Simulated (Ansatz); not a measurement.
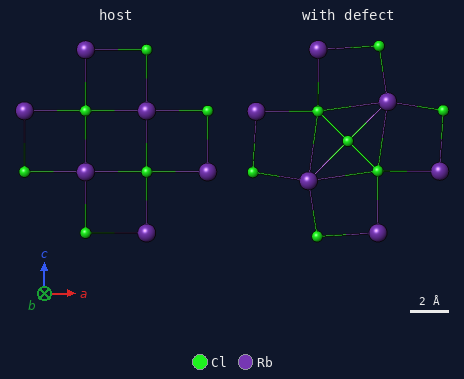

Left: perfect RbCl. Right: the same region with one point defect, after relaxing the atoms in a supercell of 64 sites. Style: ball-and-stick. Shown: the atoms within 5.4 Å of one point, in a slice 3.4 Å thick across the line of sight, along the b axis.

Method: Ansatz, DFT, PBEsol, PAW, plane waves. Settings: plane-wave cutoff 420 eV; k-point mesh 1 × 1 × 1; mesh shifted by (0.25, 0.25, 0.25); no spin polarisation. Fermi-Dirac smearing of 0.01 eV. A uniform background neutralises the charged cell. The axes drawn are those of the host's conventional cell.

What kind of defect was made?

An extra chlorine atom is put between the host's atoms (an interstitial).

The charge state of the cell is +1.

How does the lattice respond?

The Cl atom starts with 2 Cl at 2.31 to 2.32 Å, 2 Rb at 2.31 Å around its place and ends with 2 Cl at 2.27 Å. Of the host's atoms, a rubidium atom moves furthest from its site, by 0.68 Å.

Limits of the set-up: the cell is charged, on a uniform background, and energies carry no finite-size correction.
